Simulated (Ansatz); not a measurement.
V (Im-3m, No. 229): the end point of a relaxation with Ansatz, DFT PBE, scalar-relativistic, plane waves, PAW; the starting structure was generated, so it need not be a known form of this composition.

```cif
data_structure
_symmetry_space_group_name_H-M 'P 1'
_symmetry_Int_Tables_number 1
_cell_length_a 2.9970
_cell_length_b 2.9970
_cell_length_c 2.9970
_cell_angle_alpha 90.000
_cell_angle_beta 90.000
_cell_angle_gamma 90.000
_cell_volume 26.92
loop_
_atom_site_label
_atom_site_type_symbol
_atom_site_fract_x
_atom_site_fract_y
_atom_site_fract_z
_atom_site_occupancy
V1 V 0.00000 0.00000 0.00000 1
V2 V 0.50000 0.50000 0.50000 1
```

Q: What will a dark-field STEM-like image along [211] show? Simulated incoherent Z contrast: every atom adds Z^1.6 spread by a probe of 0.59 Å full width; channelling and multiple scattering are left out. The display is stretched by a gamma of 0.8; percentages refer to the linear signal. Shot noise was added.

A: The columns repeat on a rectangular net of 0.87 × 2.12 Å (plane group p2mm). All columns are alike (V). The shortest distance between visible columns is 0.87 Å in projection. Along the beam the structure repeats every 7.34 Å.

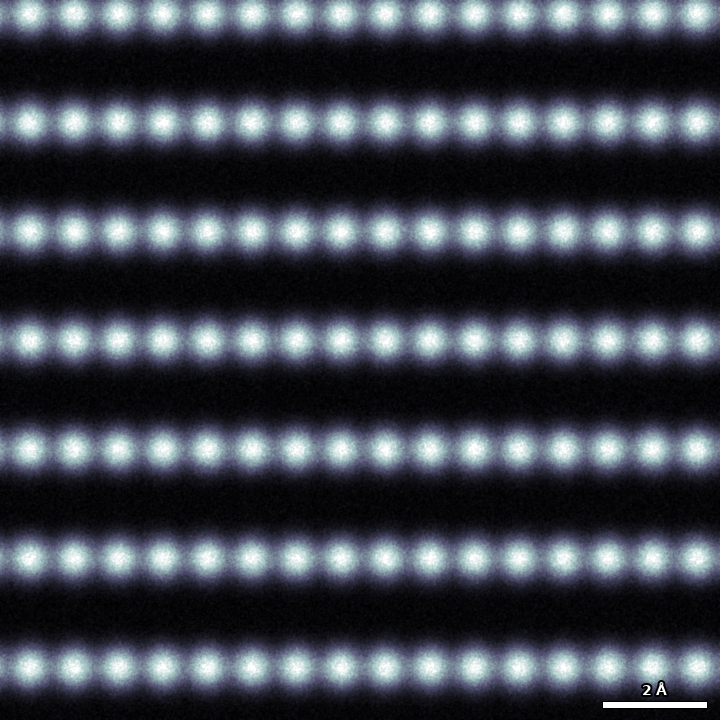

The simulated image.
